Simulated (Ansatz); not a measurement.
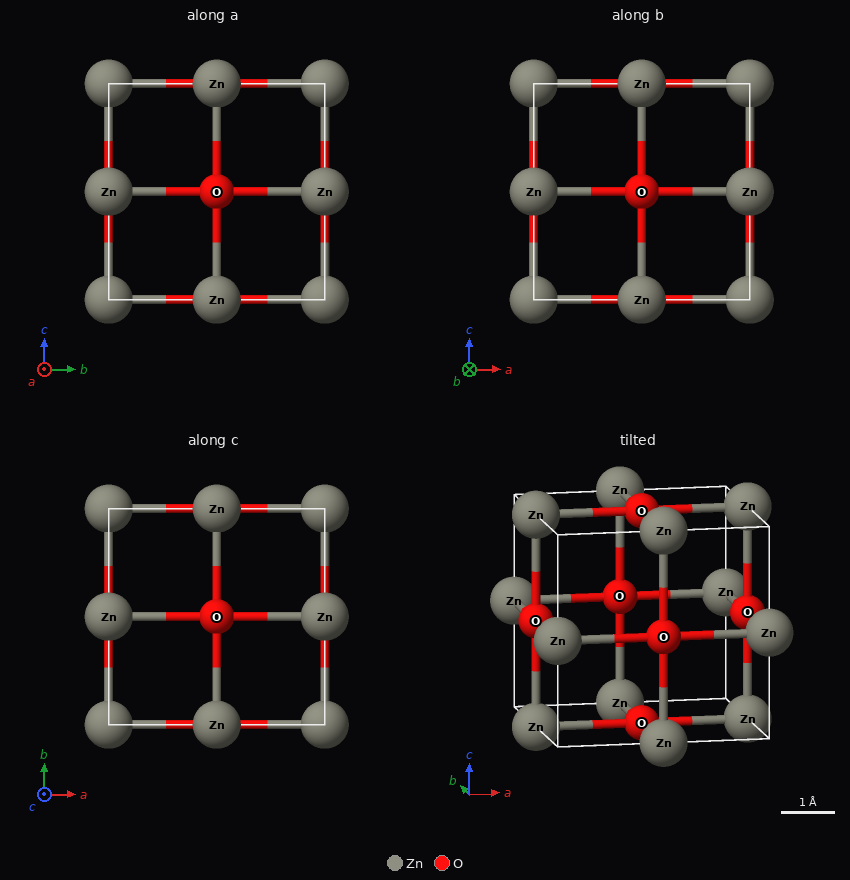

Ball-and-stick drawing of the structure, looking along the a axis, along the b axis, along the c axis and slightly off an axis. The edges of the conventional unit cell are marked.

Lattice parameters: a = 4.1005 Å, b = 4.1005 Å, c = 4.1005 Å, α = 90.000°, β = 90.000°, γ = 90.000°.

### Write down what is shown as a CIF in P1 with every atom of the cell.

```cif
data_structure
_symmetry_space_group_name_H-M 'P 1'
_symmetry_Int_Tables_number 1
_cell_length_a 4.1005
_cell_length_b 4.1005
_cell_length_c 4.1005
_cell_angle_alpha 90.000
_cell_angle_beta 90.000
_cell_angle_gamma 90.000
_cell_volume 68.94
loop_
_atom_site_label
_atom_site_type_symbol
_atom_site_fract_x
_atom_site_fract_y
_atom_site_fract_z
_atom_site_occupancy
Zn1 Zn 0.5000 0.0000 0.0000 1
Zn2 Zn 0.0000 0.5000 0.0000 1
Zn3 Zn 0.0000 0.0000 0.5000 1
O1 O 0.0000 0.5000 0.5000 1
O2 O 0.5000 0.0000 0.5000 1
O3 O 0.5000 0.5000 0.0000 1
```

The model was built from a random cell made by a generator, so it need not be a real form of the compound. Earlier steps of the study, as a rule a relaxation of our own, may have changed the cell and positions, so they can lie some per cent off the listed ones. It went into a calculation with Ansatz.
